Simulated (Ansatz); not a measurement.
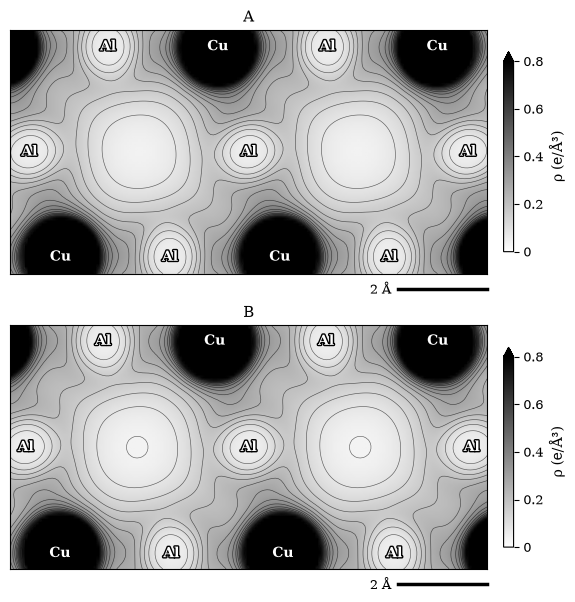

Al2Cu. The valence pseudo-density of two cells that differ in size and shape, on the (111) plane of each (indices in the axes of the calculation cell), at one length scale and on one colour scale: B has 15.7 Å³ an atom and A 14.8.

Method: DFT LDA, scalar-relativistic, plane waves, PAW in Ansatz 0.2.0.

The larger cell:

```
CELL_PARAMETERS angstrom
4.13660 0.00000 0.00000
0.00000 4.13660 0.00000
0.00000 0.00000 2.74610
ATOMIC_POSITIONS crystal
Al 0.50000 0.00000 0.50000
Al 0.00000 0.50000 0.50000
Cu 0.00000 0.00000 0.00000
```

The smaller cell: a = 4.137 Å, b = 4.137 Å, c = 2.596 Å, α = 90.00°, β = 90.00°, γ = 90.00°.

### What changes from the larger cell to the smaller?

From the larger cell to the smaller, Al–Cu goes from 2.48 to 2.44 Å, and the density at its midpoint from 0.31 to 0.34 e/Å³; the pressure goes from −1.5 to 6 GPa.

PAW datasets: the set soft_1.
